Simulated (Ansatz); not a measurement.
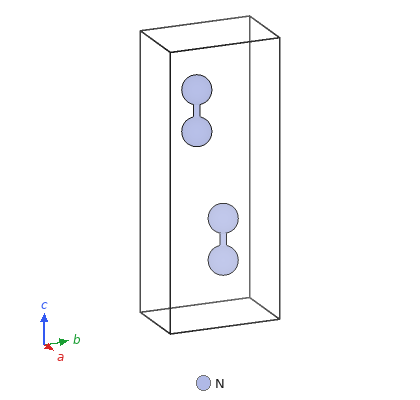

N, space group P6_3/mmc (No. 194), a = 3.817 Å, b = 3.817 Å, c = 7.415 Å, α = 90.00°, β = 90.00°, γ = 120.00°. Source: coordinates from a relaxation with Ansatz 0.2.0, DFT, PBE-D3(BJ), plane waves, PAW. Forms under 0.4 % of the area are left out.

> Estimate the growth shape by the BFDH rule (face distance proportional to 1/d, absences counted).

The forms computed, by share of the surface:

| form | faces | d (Å) | share of area (%) |
| --- | --- | --- | --- |
| {100} | 6 | 3.305 | 37.0 |
| {101} | 12 | 3.019 | 36.4 |
| {002} | 2 | 3.707 | 26.6 |

The crystal is roughly equant (blocky). Widths along a, b and c stand as 1.00 : 1.00 : 0.77.

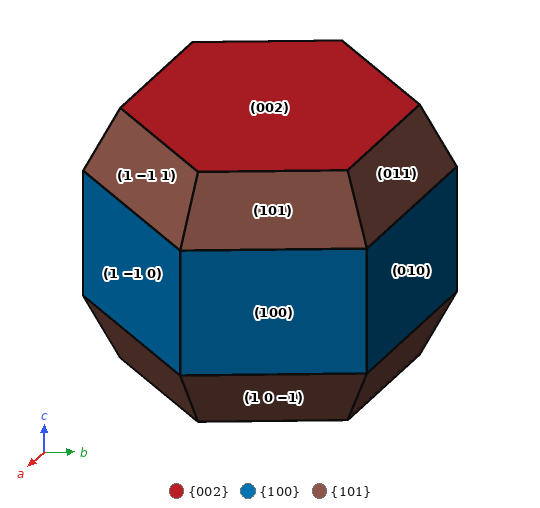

The computed shape, faces indexed. The rule is geometric and ignores bonding and growth conditions.
